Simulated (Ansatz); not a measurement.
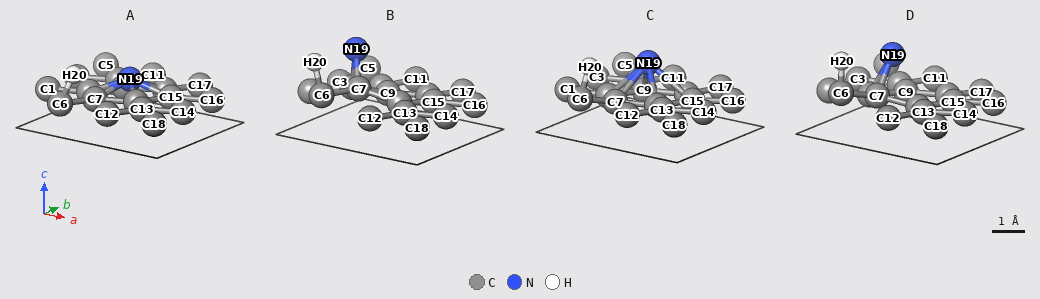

4 geometries from one relaxation of a slab of composition HC18N, in shuffled order. A ball-and-stick model of the cell of the calculation, outlined in the plane, without the vacuum (origin shifted), seen slightly off an axis.

It is NH on graphene monolayer, set down by a guess. The run prepares an end point of a later path (dissociation) calculation, from a guessed geometry.

All numbers below come from DFT PBEsol, scalar-relativistic, plane waves, PAW in Ansatz 0.2.0. Set-up: plane-wave cutoff 420 eV; k-point mesh 2 × 2 × 1; occupations fermi dirac; smearing width 0.02 eV; no spin polarisation; atoms relaxed in a fixed cell; force threshold 0.03 eV/Å; at most 60 steps.

Order the frames from highest to lowest energy.

Answer. A, C, D, B. They are steps 0, 3, 6, 14, at +16.049 eV per cell of the calculation, +4.965 eV per cell of the calculation, +1.402 eV per cell of the calculation relative to the last. The atom that moves furthest relative to the layer's centre is the N atom (1.46 Å at 48° to the normal (+c side)). By element the largest moves are N 1.46 Å, H 0.73 Å, C 0.36 Å. The lattice vectors keep their values. Among the contacts that change: C–N 1.509 → 3.016 Å, C–N 1.509 → 2.978 Å, C–N 1.509 → 2.491 Å, C–N 1.509 → 2.421 Å. Bonds break: C–N (1.51 → 2.98 Å), C–N (1.51 → 3.02 Å). Bond angles that change, for instance: C–C–N 61.9° → 118.1°, C–C–N 61.9° → 112.2°, C–C–N 160.6° → 110.6°. After 13 accepted moves (14 points after the start) the energy has fallen by 16.049 eV per cell of the calculation. The largest force component goes from 19 to 0.015 eV/Å. The line search rejected the trial step at point 11 of the run.

Limits of the set-up: the periodic images lie only 7.4 Å apart, so the values are limited by the cell's size.
